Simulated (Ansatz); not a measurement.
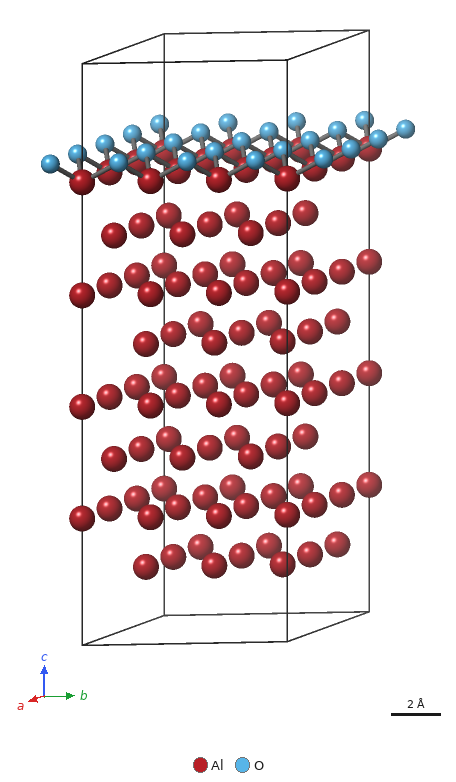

**Figure 1.** The input geometry (ball-and-stick view of the 3 × 3 repeat of the cell, with the vacuum cut short, seen slightly off an axis; bonded neighbours outside the cell are drawn too). An atom can appear more than once, as a periodic image.

Al₈O: geometry relaxation (part 1 of 2)

System: Al₈O (slab, 9 atoms in the cell).
Method: DFT PBEsol, scalar-relativistic, plane waves, PAW, no spin polarisation (Ansatz 0.2.0).

The structure derives from a Materials Project entry. The input holds or restrains some coordinates. Forces given for the steps count only the free coordinates. It belongs to a series of runs on one base structure; here: O put at a hollow Al-Al-Al site.

### What the program printed
```
Engine: ansatz 0.2.0, x86_64-unknown-linux-gnu
Pseudopotentials: kind: paw
Pseudopotential: Al, paw, valence charge 3, recommended cutoff 420 eV (normal), Al.paw.azcp
Pseudopotential: O, paw, valence charge 6, recommended cutoff 420 eV (normal), O.paw.azcp
Functional definition: PBEsol
  exchange = pbesol_x
  correlation = pbesol_c
Crystal: 9 atoms, lattice volume = 246.022 Å³
Basis set: ecut = 420 eV, 4871 PW (Γ), exchange–correlation on 40×40×480 points (8 copies of the dense FFT grid, shifted against one another)
Bands: 24, of which v1, the nominal top of the filled ones, is band 15 counted from 1 (14 counted from 0)
Symmetry: 6 space group operations
Space group: P3m1 (ITA 156), of the structure as read, at distance tolerance 6.3e-5 Å
k-points: 19 of 144 (time reversal used)
Non-local potential: Al, projectors of the file, l = 0: 2, l = 1: 2, l = 2: 1
Non-local potential: O, projectors of the file, l = 0: 2, l = 1: 2, l = 2: 1
PAW form: soft (Blöchl's): semilocal exchange-correlation on the pseudo side does not see the compensation charge
PAW frozen core: Al, regenerated for the run's functional, and the local potential with it (the file was generated under x = pbe(κ = 0.804, μ = 0.2195149727645171), c = pbe(β = 0.06672455060314922))
PAW frozen core: O, regenerated for the run's functional, and the local potential with it (the file was generated under x = pbe(κ = 0.804, μ = 0.2195149727645171), c = pbe(β = 0.06672455060314922))
PAW one-centre angular grid: Al, 110 points (default); XC on 64 Gauss nodes
PAW one-centre angular grid: O, 110 points (default); XC on 64 Gauss nodes
Initial density: superposition of atomic densities (neutral atoms: chi_scale 0, normalization atom), corrected by the library's trained network
Initial wavefunctions: pseudopotential atomic-orbital guess
Functional: x = pbesol(κ = 0.804, μ = 0.12345679012345678), c = pbesol(β = 0.046)
SCF iter   1: F=—  HF=-4758.287268 eV  |F-HF|=—  |Δ(HF+E_count)|=         —  Δρ=5.48e-3  dr2=2.24e-1  ethr=1.77e-3  p=-0.106 e·Å  D=-7.82e-2 V/Å  ΔV_dip=2.76 eV  dr2_dipole=4.37e-3  V_vac-E_F(+/−)=6.91/4.15 eV  ⟨swp⟩=11.1  Hψ=3575  notcnv=0  defer=2
efield: sawtooth ramp at fractional position 0.9654 (placed from the atoms, in the widest stretch of the axis that holds none; the zero of the levels goes with the place), width 0.0400; the density the first Hamiltonian is built on has a dipole p = -0.106 e·Å; the dipole correction subtracts the counter field D = -7.82e-2 V/Å, which shifts the + side's vacuum level by +2.76 eV against the − side's; the planar-averaged density in the ramp window peaks in size at 7.5e-6 e/Å³
preconditioner: auto → LDOS  [metal: Δε(μ)=0.095 eV  Ē_g=7.310 eV  σ=0.100 eV  W_gap=0.48  n_scr=20 (ndim 8)  ℏωp=12.5 eV  f_vac=0.404  D(μ)=3.26/eV (n_scr^D=16)  β→1.0]
SCF iter   2: F=—  HF=-4758.282575 eV  |F-HF|=—  |Δ(HF+E_count)|=   4.69e-3  Δρ=5.69e-3  dr2=7.62e-2  ethr=7.48e-4  p=-0.110 e·Å  D=-8.10e-2 V/Å  ΔV_dip=2.86 eV  dr2_dipole=1.13e-2  V_vac-E_F(+/−)=7.01/4.15 eV  ⟨swp⟩=2.1  Hψ=1004  notcnv=0  defer=41
SCF iter   3: F=—  HF=-4758.267535 eV  |F-HF|=—  |Δ(HF+E_count)|=   1.50e-2  Δρ=9.59e-4  dr2=4.08e-3  ethr=2.54e-4  p=-0.107 e·Å  D=-7.84e-2 V/Å  ΔV_dip=2.77 eV  dr2_dipole=6.18e-4  V_vac-E_F(+/−)=6.93/4.16 eV  ⟨swp⟩=2.2  Hψ=758  notcnv=0  defer=41
SCF iter   4: F=—  HF=-4758.266940 eV  |F-HF|=—  |Δ(HF+E_count)|=   5.95e-4  Δρ=1.94e-4  dr2=2.26e-4  ethr=1.36e-5  p=-0.107 e·Å  D=-7.87e-2 V/Å  ΔV_dip=2.78 eV  dr2_dipole=6.03e-5  V_vac-E_F(+/−)=6.95/4.17 eV  ⟨swp⟩=3.0  Hψ=814  notcnv=0  defer=33
iter 5 did not close the SCF: its close was put off for the readings that it lacked (scf_convergence_deferred on its scf_iter line)
SCF iter   5: F=-4758.266905 eV  HF=-4758.266935 eV  |F-HF|=3.09e-5  |Δ(HF+E_count)|=   4.96e-6  Δρ=3.96e-5  dr2=2.07e-5  ethr=7.53e-7  p=-0.107 e·Å  D=-7.84e-2 V/Å  ΔV_dip=2.77 eV  dr2_dipole=1.44e-5  V_vac-E_F(+/−)=6.94/4.18 eV  ⟨swp⟩=2.3  Hψ=656  notcnv=0  defer=29
SCF iter   6: F=-4758.266936 eV  HF=-4758.266937 eV  |F-HF|=5.42e-7  |Δ(HF+E_count)|=   1.21e-6  Δρ=1.06e-5  dr2=7.93e-7  ethr=6.89e-8  p=-0.107 e·Å  D=-7.84e-2 V/Å  ΔV_dip=2.77 eV  dr2_dipole=2.17e-7  V_vac-E_F(+/−)=6.95/4.18 eV  ⟨swp⟩=21.1  Hψ=5081  notcnv=0
SCF 1 converged in 6 iterations: F = -4758.266936 eV  dr2 = 7.93e-7
  greatest PAW one-centre occupation: 0.868 electrons in one spin orbital (limit 2), on the O atom at site 8 (counted from 0), in its partial waves of l = 0
relax step   1: F+E_penalty+E_count = -4758.26693608 eV  Δ(F+E_penalty+E_count) = +0.000e0 eV  max|allowed force component| = 2.955e0 eV/Å  Δτ_max = 0.0000 Å  (6 SCF iters, dr2 threshold 2.25e-5 eV, accepted)
Initial density: handed on by an earlier stage of this run
Initial wavefunctions: those handed on with the density
iter 1 solved again at ethr=4.67e-4 eV; its pass at ethr=3.10e-3 eV (dr2=1.40e-1 eV) is discarded
SCF iter   1: F=—  HF=-4758.528989 eV  |F-HF|=—  |Δ(HF+E_count)|=         —  Δρ=5.83e-3  dr2=1.41e-1  ethr=4.67e-4  p=-0.107 e·Å  D=-7.84e-2 V/Å  ΔV_dip=2.77 eV  dr2_dipole=9.93e-3  V_vac-E_F(+/−)=6.95/4.18 eV  ⟨swp⟩=1.9  Hψ=2046  notcnv=0  defer=47
efield: sawtooth ramp at fractional position 0.9654 (handed on by an earlier solve), width 0.0400; the density the first Hamiltonian is built on has a dipole p = -0.107 e·Å; the dipole correction subtracts the counter field D = -7.84e-2 V/Å, which shifts the + side's vacuum level by +2.77 eV against the − side's; the planar-averaged density in the ramp window peaks in size at 8.8e-7 e/Å³
preconditioner: auto → LDOS  [insulator: Δε(μ)=0.106 eV  Ē_g=7.449 eV  σ=0.100 eV  W_gap=0.52  n_scr=20 (ndim 8)  ℏωp=12.5 eV  f_vac=0.407  D(μ)=3.27/eV (n_scr^D=16)  ε∞_Penn≈3.8  β→1.0]
SCF iter   2: F=—  HF=-4758.511825 eV  |F-HF|=—  |Δ(HF+E_count)|=   1.72e-2  Δρ=4.61e-3  dr2=7.49e-2  ethr=4.67e-4  p=-0.047 e·Å  D=-3.43e-2 V/Å  ΔV_dip=1.21 eV  dr2_dipole=1.05e-4  V_vac-E_F(+/−)=5.40/4.18 eV  ⟨swp⟩=3.7  Hψ=1013  notcnv=0  defer=47
SCF iter   3: F=—  HF=-4758.486154 eV  |F-HF|=—  |Δ(HF+E_count)|=   2.57e-2  Δρ=6.45e-4  dr2=1.03e-3  ethr=2.50e-4  p=-0.075 e·Å  D=-5.53e-2 V/Å  ΔV_dip=1.95 eV  dr2_dipole=2.67e-4  V_vac-E_F(+/−)=6.14/4.18 eV  ⟨swp⟩=2.6  Hψ=935  notcnv=0  defer=47
SCF iter   4: F=—  HF=-4758.485936 eV  |F-HF|=—  |Δ(HF+E_count)|=   2.19e-4  Δρ=3.21e-4  dr2=2.12e-4  ethr=3.42e-6  p=-0.074 e·Å  D=-5.43e-2 V/Å  ΔV_dip=1.92 eV  dr2_dipole=1.47e-5  V_vac-E_F(+/−)=6.10/4.19 eV  ⟨swp⟩=2.9  Hψ=808  notcnv=0  defer=47
SCF iter   5: F=-4758.485900 eV  HF=-4758.485899 eV  |F-HF|=1.54e-6  |Δ(HF+E_count)|=   3.67e-5  Δρ=4.30e-5  dr2=3.21e-6  ethr=3.33e-7  p=-0.074 e·Å  D=-5.43e-2 V/Å  ΔV_dip=1.92 eV  dr2_dipole=1.05e-7  V_vac-E_F(+/−)=6.11/4.19 eV  ⟨swp⟩=24.1  Hψ=5554  notcnv=0
SCF 2 converged in 5 iterations: F = -4758.485900 eV  dr2 = 3.21e-6
  Residual-converged pass: ⟨swp⟩=1.0  Hψ=532  notcnv=0  max |occ|·‖R‖ = 7.0e-9 eV (tolerance 1.0e-8 eV)  dr2=3.21e-6  dr2_onsite=1.13e-7  max |Δocc| = 1.4e-10
  greatest PAW one-centre occupation: 0.866 electrons in one spin orbital (limit 2), on the O atom at site 8 (counted from 0), in its partial waves of l = 0
relax step   2: F+E_penalty+E_count = -4758.48590039 eV  Δ(F+E_penalty+E_count) = -2.190e-1 eV  max|allowed force component| = 1.590e0 eV/Å  Δτ_max = 0.1273 Å  (5 SCF iters, dr2 threshold 1.00e-4 eV, accepted)
SCF iter   1: F=—  HF=-4758.602858 eV  |F-HF|=—  |Δ(HF+E_count)|=         —  Δρ=3.73e-3  dr2=5.37e-1  ethr=1.64e-3  p=-0.074 e·Å  D=-5.43e-2 V/Å  ΔV_dip=1.92 eV  dr2_dipole=4.01e-1  V_vac-E_F(+/−)=6.07/4.15 eV  ⟨swp⟩=2.5  Hψ=1195  notcnv=0  defer=46
efield: sawtooth ramp at fractional position 0.9654 (handed on by an earlier solve), width 0.0400; the density the first Hamiltonian is built on has a dipole p = -0.074 e·Å; the dipole correction subtracts the counter field D = -5.43e-2 V/Å, which shifts the + side's vacuum level by +1.92 eV against the − side's; the planar-averaged density in the ramp window peaks in size at 1.9e-6 e/Å³
preconditioner: auto → LDOS  [metal: Δε(μ)=0.058 eV  Ē_g=7.582 eV  σ=0.100 eV  W_gap=0.32  n_scr=20 (ndim 8)  ℏωp=12.5 eV  f_vac=0.406  D(μ)=3.27/eV (n_scr^D=16)  β→1.0]
SCF iter   2: F=—  HF=-4758.579707 eV  |F-HF|=—  |Δ(HF+E_count)|=   2.32e-2  Δρ=4.55e-3  dr2=5.39e-2  ethr=1.64e-3  p=-0.005 e·Å  D=-3.77e-3 V/Å  ΔV_dip=0.13 eV  dr2_dipole=3.71e-3  V_vac-E_F(+/−)=4.32/4.19 eV  ⟨swp⟩=2.7  Hψ=961  notcnv=0  defer=47
SCF iter   3: F=—  HF=-4758.561719 eV  |F-HF|=—  |Δ(HF+E_count)|=   1.80e-2  Δρ=1.64e-3  dr2=5.04e-3  ethr=1.80e-4  p=-0.036 e·Å  D=-2.65e-2 V/Å  ΔV_dip=0.94 eV  dr2_dipole=5.57e-5  V_vac-E_F(+/−)=5.12/4.18 eV  ⟨swp⟩=3.1  Hψ=853  notcnv=0  defer=47
SCF iter   4: F=—  HF=-4758.559961 eV  |F-HF|=—  |Δ(HF+E_count)|=   1.76e-3  Δρ=1.30e-4  dr2=4.90e-5  ethr=1.68e-5  p=-0.031 e·Å  D=-2.26e-2 V/Å  ΔV_dip=0.80 eV  dr2_dipole=1.32e-6  V_vac-E_F(+/−)=4.98/4.18 eV  ⟨swp⟩=2.4  Hψ=807  notcnv=0  defer=47
SCF iter   5: F=-4758.559960 eV  HF=-4758.559960 eV  |F-HF|=3.76e-7  |Δ(HF+E_count)|=   1.31e-6  Δρ=4.67e-5  dr2=6.75e-6  ethr=1.63e-7  p=-0.030 e·Å  D=-2.22e-2 V/Å  ΔV_dip=0.78 eV  dr2_dipole=5.85e-7  V_vac-E_F(+/−)=4.96/4.18 eV  ⟨swp⟩=26.3  Hψ=6005  notcnv=0
SCF 3 converged in 5 iterations: F = -4758.559960 eV  dr2 = 6.75e-6
relax step   3: F+E_penalty+E_count = -4758.55996030 eV  Δ(F+E_penalty+E_count) = -7.406e-2 eV  max|allowed force component| = 1.976e-1 eV/Å  Δτ_max = 0.0643 Å  (5 SCF iters, dr2 threshold 1.00e-4 eV, accepted)
SCF iter   1: F=—  HF=-4758.563068 eV  |F-HF|=—  |Δ(HF+E_count)|=         —  Δρ=8.76e-4  dr2=3.67e-2  ethr=2.75e-3  p=-0.030 e·Å  D=-2.22e-2 V/Å  ΔV_dip=0.78 eV  dr2_dipole=2.20e-2  V_vac-E_F(+/−)=4.97/4.19 eV  ⟨swp⟩=2.0  Hψ=869  notcnv=0  defer=47
efield: sawtooth ramp at fractional position 0.9654 (handed on by an earlier solve), width 0.0400; the density the first Hamiltonian is built on has a dipole p = -0.030 e·Å; the dipole correction subtracts the counter field D = -2.22e-2 V/Å, which shifts the + side's vacuum level by +0.78 eV against the − side's; the planar-averaged density in the ramp window peaks in size at 2.7e-6 e/Å³
preconditioner: auto → LDOS  [insulator: Δε(μ)=0.104 eV  Ē_g=7.631 eV  σ=0.100 eV  W_gap=0.52  n_scr=20 (ndim 8)  ℏωp=12.5 eV  f_vac=0.407  D(μ)=3.15/eV (n_scr^D=16)  ε∞_Penn≈3.7  β→1.0]
SCF iter   2: F=—  HF=-4758.562470 eV  |F-HF|=—  |Δ(HF+E_count)|=   5.98e-4  Δρ=4.47e-4  dr2=8.87e-4  ethr=1.22e-4  p=-0.035 e·Å  D=-2.56e-2 V/Å  ΔV_dip=0.90 eV  dr2_dipole=6.60e-5  V_vac-E_F(+/−)=5.08/4.18 eV  ⟨swp⟩=1.2  Hψ=621  notcnv=0  defer=47
SCF iter   3: F=—  HF=-4758.562218 eV  |F-HF|=—  |Δ(HF+E_count)|=   2.52e-4  Δρ=1.94e-4  dr2=8.35e-5  ethr=2.96e-6  p=-0.034 e·Å  D=-2.51e-2 V/Å  ΔV_dip=0.89 eV  dr2_dipole=6.08e-7  V_vac-E_F(+/−)=5.07/4.18 eV  ⟨swp⟩=3.1  Hψ=828  notcnv=0  defer=47
SCF iter   4: F=—  HF=-4758.562197 eV  |F-HF|=—  |Δ(HF+E_count)|=   2.00e-5  Δρ=2.49e-5  dr2=3.21e-6  ethr=2.78e-7  p=-0.034 e·Å  D=-2.52e-2 V/Å  ΔV_dip=0.89 eV  dr2_dipole=4.52e-7  V_vac-E_F(+/−)=5.07/4.18 eV  ⟨swp⟩=2.0  Hψ=600  notcnv=0  defer=47
iter 5 did not close the SCF: its close was put off until two iterations running show no level that it waits for move by more than its bar (scf_convergence_deferred on its scf_iter line)
SCF iter   5: F=-4758.562197 eV  HF=-4758.562198 eV  |F-HF|=5.98e-7  |Δ(HF+E_count)|=   2.79e-7  Δρ=9.18e-6  dr2=5.86e-7  ethr=8.14e-9  p=-0.034 e·Å  D=-2.51e-2 V/Å  ΔV_dip=0.89 eV  dr2_dipole=3.69e-7  V_vac-E_F(+/−)=5.07/4.18 eV  ⟨swp⟩=21.2  Hψ=4817  notcnv=0
iter 6 did not close the SCF: its close was put off until two iterations running show no level that it waits for move by more than its bar (scf_convergence_deferred on its scf_iter line)
SCF iter   6: F=-4758.562198 eV  HF=-4758.562198 eV  |F-HF|=4.56e-8  |Δ(HF+E_count)|=   1.50e-7  Δρ=2.76e-6  dr2=2.45e-8  ethr=1.95e-9  p=-0.034 e·Å  D=-2.52e-2 V/Å  ΔV_dip=0.89 eV  dr2_dipole=7.63e-9  V_vac-E_F(+/−)=5.07/4.18 eV  ⟨swp⟩=11.2  Hψ=3665  notcnv=0
SCF iter   7: F=-4758.562198 eV  HF=-4758.562198 eV  |F-HF|=8.07e-9  |Δ(HF+E_count)|=   5.79e-8  Δρ=6.53e-7  dr2=3.40e-9  ethr=8.18e-11  p=-0.034 e·Å  D=-2.52e-2 V/Å  ΔV_dip=0.89 eV  dr2_dipole=9.44e-10  V_vac-E_F(+/−)=5.07/4.18 eV  ⟨swp⟩=9.4  Hψ=3174  notcnv=0
SCF 4 converged in 7 iterations: F = -4758.562198 eV  dr2 = 3.40e-9
relax step   4: F+E_penalty+E_count = -4758.56219798 eV  Δ(F+E_penalty+E_count) = -2.238e-3 eV  max|allowed force component| = 1.260e-2 eV/Å  Δτ_max = 0.0236 Å  (7 SCF iters, dr2 threshold 2.44e-6 eV, accepted)
iter 1 solved again at ethr=1.41e-10 eV; its pass at ethr=3.10e-3 eV (dr2=4.24e-8 eV) is discarded
SCF iter   1: F=—  HF=-4758.562196 eV  |F-HF|=—  |Δ(HF+E_count)|=         —  Δρ=1.43e-6  dr2=4.34e-8  ethr=1.41e-10  p=-0.034 e·Å  D=-2.52e-2 V/Å  ΔV_dip=0.89 eV  dr2_dipole=2.40e-8  V_vac-E_F(+/−)=5.07/4.18 eV  ⟨swp⟩=1.0  Hψ=1368  notcnv=0
efield: sawtooth ramp at fractional position 0.9654 (handed on by an earlier solve), width 0.0400; the density the first Hamiltonian is built on has a dipole p = -0.034 e·Å; the dipole correction subtracts the counter field D = -2.52e-2 V/Å, which shifts the + side's vacuum level by +0.89 eV against the − side's; the planar-averaged density in the ramp window peaks in size at 2.3e-6 e/Å³
preconditioner: auto → LDOS  [insulator: Δε(μ)=0.107 eV  Ē_g=7.624 eV  σ=0.100 eV  W_gap=0.54  n_scr=20 (ndim 8)  ℏωp=12.5 eV  f_vac=0.407  D(μ)=3.18/eV (n_scr^D=16)  ε∞_Penn≈3.7  β→1.0]
SCF iter   2: F=-4758.562198 eV  HF=-4758.562198 eV  |F-HF|=6.04e-8  |Δ(HF+E_count)|=   1.54e-6  Δρ=1.51e-6  dr2=4.67e-8  ethr=1.41e-10  p=-0.034 e·Å  D=-2.52e-2 V/Å  ΔV_dip=0.89 eV  dr2_dipole=1.94e-8  V_vac-E_F(+/−)=5.07/4.18 eV  ⟨swp⟩=12.4  Hψ=3594  notcnv=0
SCF 5 converged in 2 iterations: F = -4758.562198 eV  dr2 = 4.67e-8
relax step   5: F+E_penalty+E_count = -4758.56219792 eV  Δ(F+E_penalty+E_count) = +5.715e-8 eV  max|allowed force component| = 1.265e-2 eV/Å  Δτ_max = 0.0000 Å  (2 SCF iters, accepted)
```

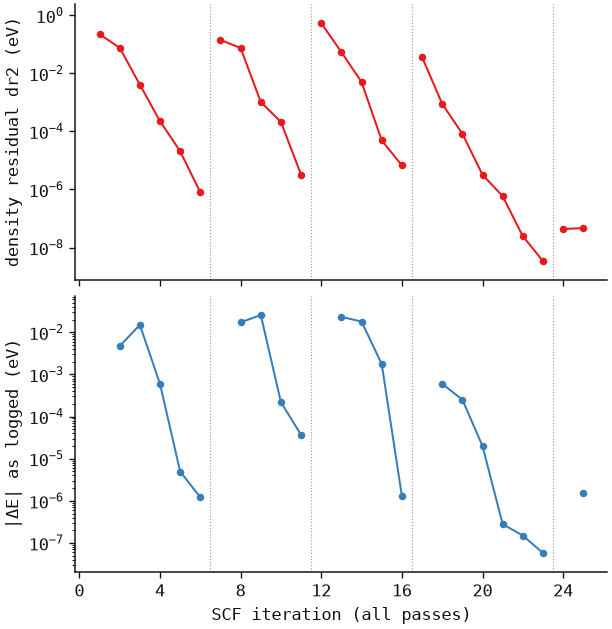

**Figure 2.** Convergence of the self-consistent field: density residual dr2 and size of the energy change against the SCF iteration. The dotted lines part the SCF passes of the relaxation: geometry steps, rejected trials and re-solves on a re-selected basis. The 5 passes take 2 to 7 iterations each, 25 in all.

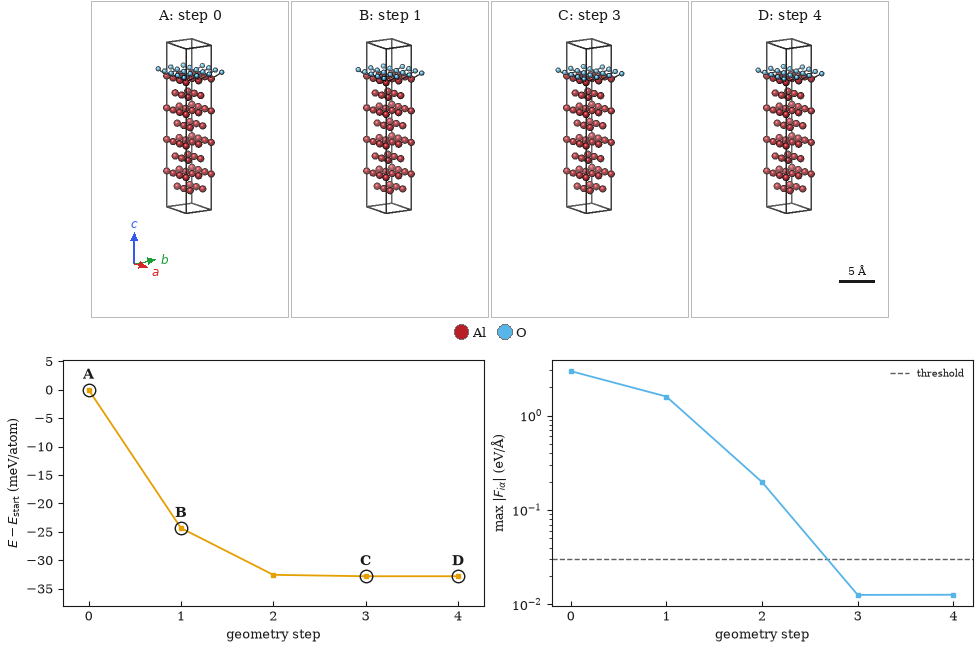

**Figure 3.** Frames of the restrained relaxation (ball-and-stick view of the 3 × 2 repeat of the cell, with the vacuum cut short, with bonded neighbours outside it, seen slightly off an axis) above the curves, on which the letters mark them (the first geometry is step 0 here and step 1 in the log).
